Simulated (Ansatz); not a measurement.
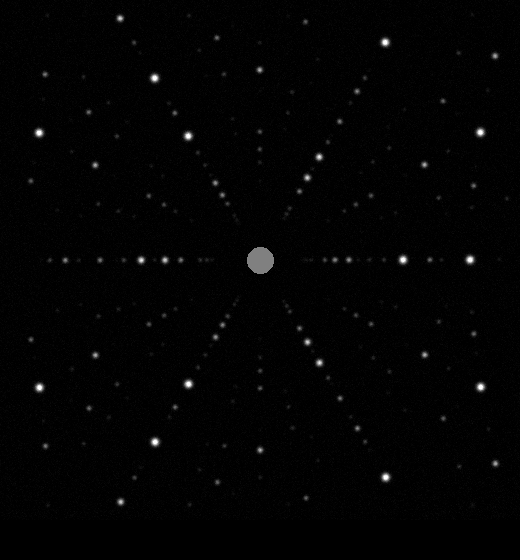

Simulated back-reflection Laue pattern (white X-rays, 0.45 to 2.2 Å, flat plate covering ±45° about the beam, kinematic intensities, seen from the source).

Q: What symmetry does the pattern show?

A: 3m: a threefold axis with three mirror lines.

The crystal is Cr, space group Fd-3m (No. 227), a = 5.14 Å. Structure: the input geometry of an electronic-structure calculation (not necessarily at equilibrium); the starting structure was generated, so it need not be a known form of this composition.

Q: Which direction points towards the source?

A: [111] or one equivalent to it by a rotation of the Laue group. In Laue class m-3m no other family of directions with a member of indices 0 and ±1 has this symmetry.
